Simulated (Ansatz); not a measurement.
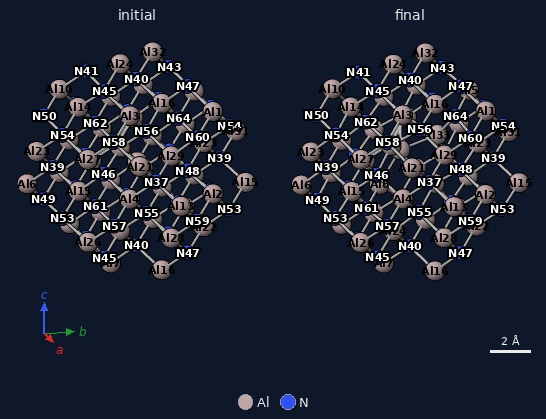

The structure of a defect cell of composition Al$_{33}$N$_{31}$ before (left) and after (right) a relaxation, at one scale.

The picture is a ball-and-stick view of the atoms within 5.8 Å of the atom that moves most (axes of the cell of the calculation (origin shifted)), seen slightly off an axis.

The atoms of the start lie slightly off their symmetric places, so part of the fall in energy undoes that.

Computed with Ansatz 0.2.0, DFT, PBEsol, PAW, plane waves. (plane-wave cutoff 420 eV; k-point mesh 1 × 1 × 1; mesh shifted by (0.25, 0.25, 0.25); no spin polarisation; atoms relaxed in a fixed cell; force threshold 0.03 eV/Å; at most 80 steps)

Q: What changed between the two?

A: After 14 geometry steps the energy has fallen by 8.936 eV per cell of the calculation. The largest force component goes from 7.6 to 0.021 eV/Å. The largest move is that of an Al atom, 0.89 Å along [−3 −2 3]. By element the largest moves are Al 0.89 Å, N 0.26 Å. The cell stays as it was. Some distances before and after: Al–N 3.073 → 2.108 Å, Al–Al 1.882 → 2.591 Å, Al–Al 1.865 → 2.266 Å, Al–Al 1.867 → 2.216 Å. Among the angles between lasting bonds that change: Al–Al–N 110.3° → 57.9°, Al–Al–N 112.2° → 77.7°, Al–Al–N 108.1° → 77.0°.
